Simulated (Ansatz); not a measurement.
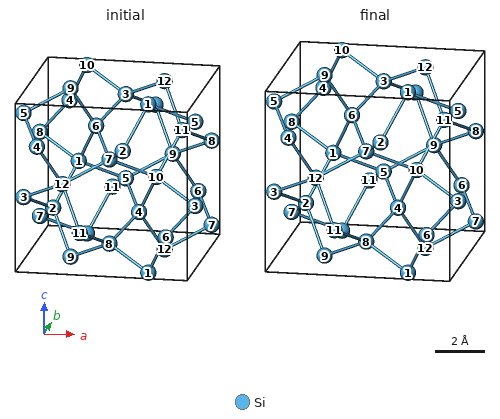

The structure of crystalline Si (a generated structure, set up in Ia-3d) (coarse preliminary run) before (left) and after (right) a relaxation, at one scale.

Style: ball-and-stick. Shown: the conventional cell (2 times the calculation's cell), slightly off an axis. Lengths and directions refer to the drawn axes.

These are results of DFT PBE, scalar-relativistic, plane waves, PAW (Ansatz 0.2.0), not measurements.

Input
```yaml
crystal:
  lattice:
    - [-3.62524482, 3.62524482, 3.62524482]
    - [3.62524482, -3.62524482, 3.62524482]
    - [3.62524482, 3.62524482, -3.62524482]
  atoms:
    - { symbol: Si, position: [0.125, 0.75, 0.875] }
    - { symbol: Si, position: [0.75, 0.375, 0.625] }
    - { symbol: Si, position: [0.625, 0.375, 0.25] }
    - { symbol: Si, position: [0.75, 0.875, 0.125] }
    - { symbol: Si, position: [0.125, 0.875, 0.25] }
    - { symbol: Si, position: [0.25, 0.125, 0.875] }
    - { symbol: Si, position: [0.875, 0.125, 0.75] }
    - { symbol: Si, position: [0.375, 0.625, 0.75] }
    - { symbol: Si, position: [0.375, 0.25, 0.625] }
    - { symbol: Si, position: [0.875, 0.25, 0.125] }
    - { symbol: Si, position: [0.25, 0.625, 0.375] }
    - { symbol: Si, position: [0.625, 0.75, 0.375] }
basis:
  ecutwfc: 420
kpoints:
  mp_grid: { grid: [4, 4, 4] }
hamiltonian:
  xc: pbe
scf:
  occupations: { method: gaussian, width: 0.1 }
  lower_state_search: "off"
output:
  forces: true
  stress: true
  eigenvalues: true
relax:
  adjacent_minimum: "off"
  f_tol: 0.04
  max_steps: 70
  cell: { stress_tol: 0.4 }
```

Run as
```bash
ansatz run input.yaml --threads 1 --pin off --max-ram 2560MiB --backend cpu --events-out ev --progress --plain --runs-dir out
```

**Describe what moved and what it gained.**

No atom moves by more than 0.005 Å relative to the cell. Cell: a = b = c 7.250 → 7.774 Å (+7.2 %). Volume +23.3 %. Some distances before and after: Si10–Si11 2.220 → 2.380 Å. The space group stays Ia-3d (No. 230). After 3 accepted moves (4 points after the start) the energy has fallen by 3.342 eV per cell of the calculation. All forces vanish by symmetry, so only the cell relaxes. The pressure goes from 28.77 to 0.07 GPa. At 1 point the geometry stayed and the basis and grid were re-selected for the new cell (energy shift of 25.2 meV per cell of the calculation at most each time).
